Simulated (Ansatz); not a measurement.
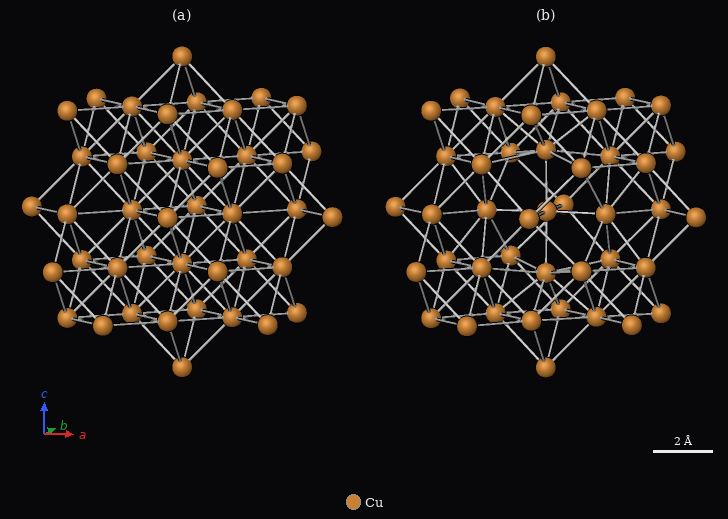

Left: perfect Cu. Right: the same region with one point defect, after relaxing the atoms in a supercell of 27 sites. The picture is a ball-and-stick view of the atoms within 5.4 Å of one point, in a slice 5.0 Å thick across the line of sight, seen slightly off an axis.

Computed with DFT PBEsol, scalar-relativistic, plane waves, PAW (Ansatz 0.2.0). Settings: plane-wave cutoff 420 eV; k-point mesh 4 × 4 × 4; occupations gaussian; smearing width 0.1 eV; no spin polarisation. The cell is small and the k-mesh coarse, so the numbers are rough. The axes drawn are those of the host's conventional cell.

Which defect is it?

An extra copper atom is put between the host's atoms (an interstitial).

The charge state of the cell is 0.

How does the lattice respond?

The Cu atom starts with 6 Cu at 1.78 Å around its place and ends with 6 Cu at 2.10 to 2.13 Å. Of the host's atoms, a copper atom moves furthest from its site, by 0.39 Å. The Cu atom itself moves 0.07 Å from where it was put.
